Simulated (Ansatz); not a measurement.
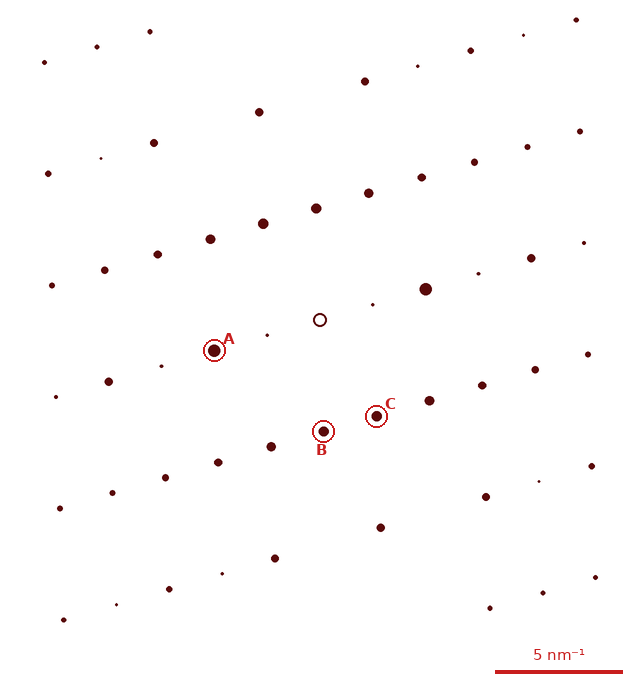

The pattern is a kinematic simulation for 120 kV electrons (no multiple scattering; isotropic B = 0.5 Å²). The zone axis points towards the electron source and the pattern is seen from the source side.

Crystal: Ru, space group Cmce (No. 64), a = 2.71 Å, b = 9.18 Å, c = 4.59 Å. Structure: the end point of a relaxation with DFT PBEsol, scalar-relativistic, plane waves, PAW (Ansatz 0.2.0); the starting structure was generated, so it need not be a known form of this composition.

Spot A is indexed 0 -4 0 and spot B 1 -1 -1.

Q: Give hkl for C.

A: C = −(1/2)A + B = 1 1 -1 (d = 2.262 Å).

Q: Find the zone axis.

A: The cross product of A and B is parallel to [101]; every spot obeys hu + kv + lw = 0.

Q: What are the spacings of A and B and the angle between them?

A: d(A) = 2.295 Å, d(B) = 2.262 Å, and the angle is 75.7°.
